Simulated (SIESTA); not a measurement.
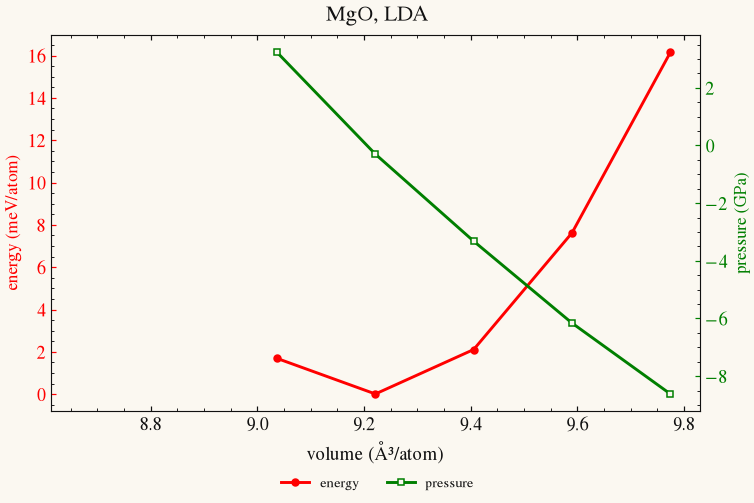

The figure shows the energy and pressure against volume for MgO, space group Fm-3m (No. 225).

Cell as given: a = 2.966 Å, b = 2.966 Å, c = 2.966 Å, α = 60.00°, β = 60.00°, γ = 60.00°; 2 atoms.

Method: DFT in numerical atomic orbitals with pseudopotentials, no spin polarisation; energies at scaled volumes of the given cell, shape and fractions fixed, counted from the fit's minimum, third-order Birch-Murnaghan fit (SIESTA 5.4.2). Level: LDA.

```csv
setting,value
k mesh,11×11×11
occupations,Fermi–Dirac
smearing width,0.05 eV
potentials,"PseudoDojo 0.4 standard, converted to PSML, two zetas on semicore shells"
program settings,"basis DZP, mesh cutoff 800 Ry"
```

The points at volume 8.6681 Å³/atom and 8.8525 Å³/atom are left out of the plot. What values does the calculation give there?

| volume (Å³/atom) | energy (meV/atom) | pressure (GPa) |
| --- | --- | --- |
| 8.6681 | 18.06 | 11.38 |
| 8.8525 | 7.50 | 7.00 |

Limits of the calculation: mulliken charges of long orbitals.
